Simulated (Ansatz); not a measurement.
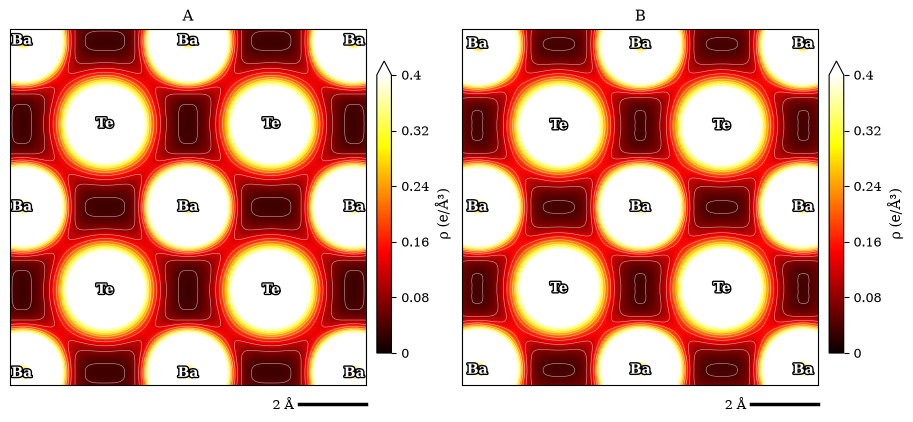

BaTe. The valence charge density (pseudo) of two cells that differ in size, on the (011) plane of each (indices in the axes of the calculation cell), at one length scale and on one colour scale: A has 42.0 Å³ an atom and B 39.7.

Space group Fm-3m.

These are results of Ansatz, Kohn-Sham DFT of a periodic cell, PBEsol, Ansatz PAW, not measurements.

The larger cell:

```
CELL_PARAMETERS angstrom
0.00000 3.47688 3.47688
3.47688 0.00000 3.47688
3.47688 3.47688 0.00000
ATOMIC_POSITIONS crystal
Ba 0.00000 0.00000 0.00000
Te 0.50000 0.50000 0.50000
```

The smaller cell: a = 4.822 Å, b = 4.822 Å, c = 4.822 Å, α = 60.00°, β = 60.00°, γ = 60.00°.

What does the compression do to the bonding and the properties?

From the larger cell to the smaller, Ba–Te goes from 3.48 to 3.41 Å, and the density at its midpoint from 0.14 to 0.15 e/Å³; the pressure goes from −0.2 to 1.9 GPa; the Kohn–Sham gap goes from 1.5 eV to 1.4 eV.
